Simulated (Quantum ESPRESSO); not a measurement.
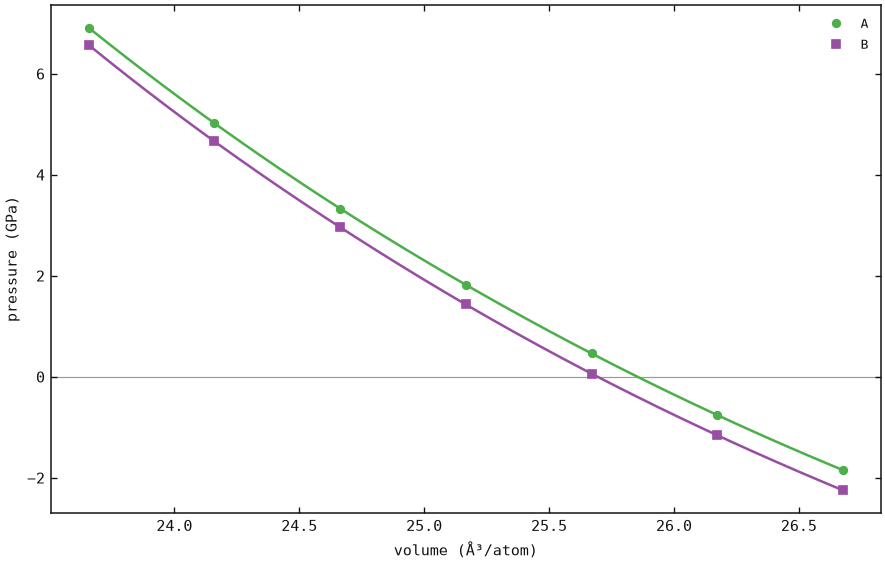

Plotted: pressure against volume, with one curve for each functional, for InP (space group F-43m). The labels are replaced by letters. In alphabetical order the cases are: N12; RGE2.

Calculation (Quantum ESPRESSO 7.5): plane-wave DFT, no spin polarisation; energies at scaled volumes of the given cell, shape and fractions fixed, counted from the fit's minimum, third-order Birch-Murnaghan fit. All runs: no spin polarisation.

- k mesh: 8×8×8
- occupations: Fermi–Dirac
- smearing width: 0.05 eV
- potentials: PseudoDojo 0.4.1 SR PBE standard
- wave cutoff: 952.4 eV
- density cutoff: 3810 eV

> Which letter stands for which functional?

A: RGE2; B: N12.

Limits of the calculation: potentials made for another functional.
